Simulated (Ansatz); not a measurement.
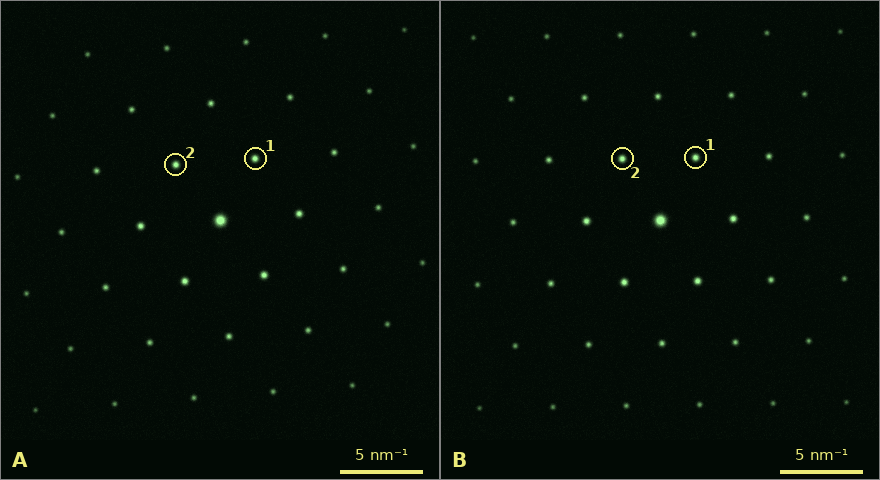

Kinematic electron diffraction patterns (200 kV, B = 0.5 Å², same scale) along [111] of the run's own cell, for the start and the end of one relaxation of ZnAu with DFT PBE, scalar-relativistic, plane waves, PAW (Ansatz 0.2.0). k mesh 20×20×14. The start is a generated model structure, and the relaxation ends in the nearest stationary point of its symmetry, not necessarily the ground state. Spot 1 is -1 0 1 and spot 2 is 0 -1 1 in both.

Start structure:

```yaml
crystal:
  lattice:
    - [2.90130, 0.00000, 0.00000]
    - [0.00000, 2.90130, 0.00000]
    - [0.00000, 0.00000, 3.80278]
  atoms:
    - { symbol: Zn, position: [0.50000, 0.50000, 0.50000] }
    - { symbol: Au, position: [0.00000, 0.00000, 0.00000] }
```

**Which pattern belongs to the start structure, and which to the relaxed one?**

A is the start: its cell gives d(1) = 2.307 Å, d(2) = 2.307 Å and an angle of 68.4°. B is the relaxed structure, with d(1) = 2.269 Å (-1.6 %), d(2) = 2.269 Å (-1.6 %) and 61.4°.

**What did the relaxation do to the structure and the energy?**

The volume changed by +1.1 % to 16.18 Å³ an atom; the fractional coordinates hardly changed; the space group stayed P4/mmm (No. 123); the free energy fell by 24 meV an atom. Relaxed cell: a = 3.141 Å, b = 3.141 Å, c = 3.281 Å, α = 90.00°, β = 90.00°, γ = 90.00°.
